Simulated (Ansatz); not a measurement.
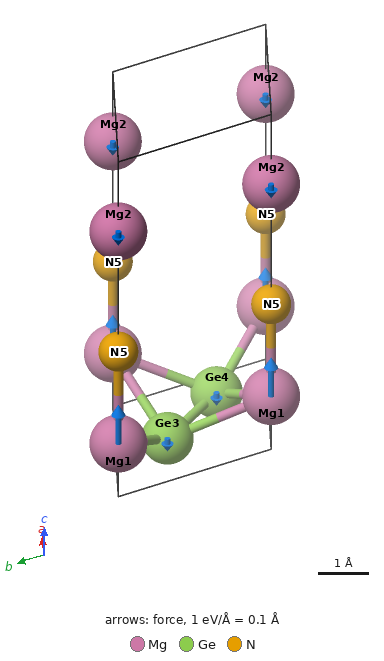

Starting geometry of solid Mg$_{2}$Ge$_{2}$N (a generated structure, set up in P6mm) (coarse preliminary run) with the computed forces as blue arrows. The picture is a ball-and-stick view of the cell of the calculation, seen from a free direction.

The calculation used Ansatz, DFT PBE, scalar-relativistic, plane waves, PAW.

The input:
```yaml
crystal:
  lattice:
    - [3.64061411, 0.0, 0.0]
    - [-1.82030706, 3.15286431, 0.0]
    - [0.0, 0.0, 7.83592388]
  atoms:
    - { symbol: Mg, position: [0.0, 0.0, 0.1587498] }
    - { symbol: Mg, position: [0.0, 0.0, 0.79240119] }
    - { symbol: Ge, position: [0.33333333, 0.66666667, 0.03749977] }
    - { symbol: Ge, position: [0.66666667, 0.33333333, 0.03749977] }
    - { symbol: "N", position: [0.0, 0.0, 0.43332282] }
basis:
  ecutwfc: 420
kpoints:
  mp_grid: { grid: [6, 6, 2] }
hamiltonian:
  xc: pbe
scf:
  occupations: { method: gaussian, width: 0.1 }
  lower_state_search: "off"
output:
  forces: true
  stress: true
  eigenvalues: true
relax:
  adjacent_minimum: "off"
  f_tol: 0.04
  max_steps: 70
  cell: { stress_tol: 0.4 }
```

Command:
```bash
ansatz run input.yaml --threads 1 --pin off --max-ram 2560MiB --backend cpu --events-out ev --progress --plain --runs-dir out
```

What follows when this structure is relaxed?

It isn't relaxed: the largest force vector, on Mg1, is 9.09 eV/Å. The atoms end up moving mostly along the starting forces (cosine between the two patterns 0.90). The largest move relative to the cell is that of Mg1, 0.69 Å along +c. By element the largest moves are Mg 0.69 Å, N 0.45 Å, Ge 0.35 Å. The volume changes by +39.0 %, with a = b 3.641 → 4.318 Å (+18.6 %), c 7.836 → 7.745 Å (−1.2 %). Some distances before and after: Mg2–N5 2.814 → 1.895 Å, Mg1–Ge3 2.307 → 3.182 Å, Ge3–Ge4 2.102 → 2.493 Å, Mg2–Ge3 2.847 → 3.182 Å. New bonds form: Mg2–N5 (2.81 → 1.90 Å). Among the angles between lasting bonds that change: Ge3–Mg2–Ge4 95.2° → 103.2°, Ge3–Mg2–Ge3 79.5° → 85.5°. The space group (tolerance 0.01 Å) goes from P6mm (No. 183) to P6/mmm (No. 191). Over 8 accepted moves (10 points after the start) the energy falls by 9.250 eV per cell of the calculation. Largest force component: 9.1 eV/Å at the start, 0.039 eV/Å at the end. Pressure: 40.93 GPa at the start and −0.01 GPa at the end. The SCF was repeated twice at an unchanged geometry on a basis and grid sized afresh for the cell, which shifted the energy by 0.143 eV per cell of the calculation at most.

Limits of the set-up: the k-point mesh is coarse for a cell with partly filled bands.
